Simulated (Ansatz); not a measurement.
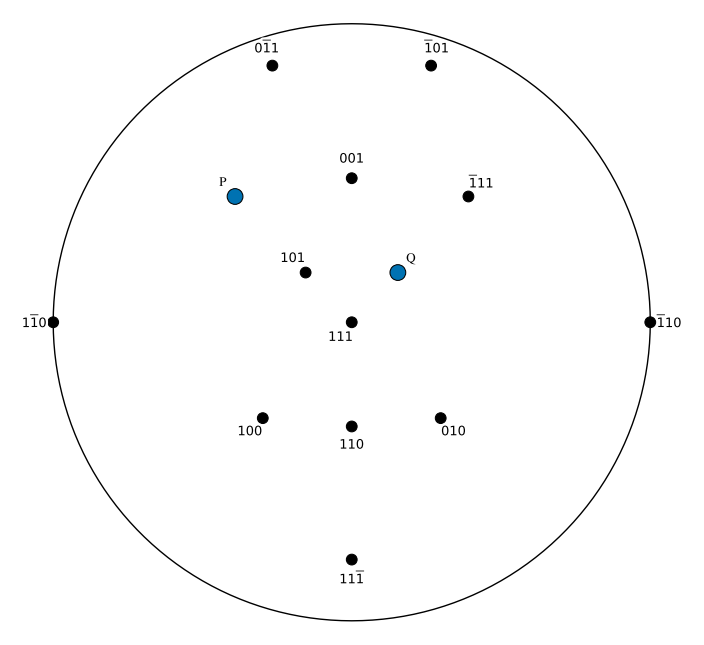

For Ru, coordinates from a relaxation with Ansatz, DFT PBE, scalar-relativistic, plane waves, PAW; the starting structure was generated, so it need not be a known form of this composition: stereographic projection of plane normals (upper hemisphere) centred on (1 1 1). Symmetry computed with spglib at a tolerance of 0.002 Å; standard conventional cell.

a = 4.267 Å, b = 4.267 Å, c = 2.684 Å, α = 90.00°, β = 90.00°, γ = 120.00°.

Index the poles marked P, Q.

P is (1 −1 1), in four indices (1 −1 0 1), 59.8° from the centre; Q is (0 1 1), in four indices (0 1 −1 1), 25.6° from the centre.

What is the angle between the normals of (0 0 1) and (0 1 0), and what are their d_hkl = 1/|g|?

90.0°; d = 2.684 Å and 3.695 Å.
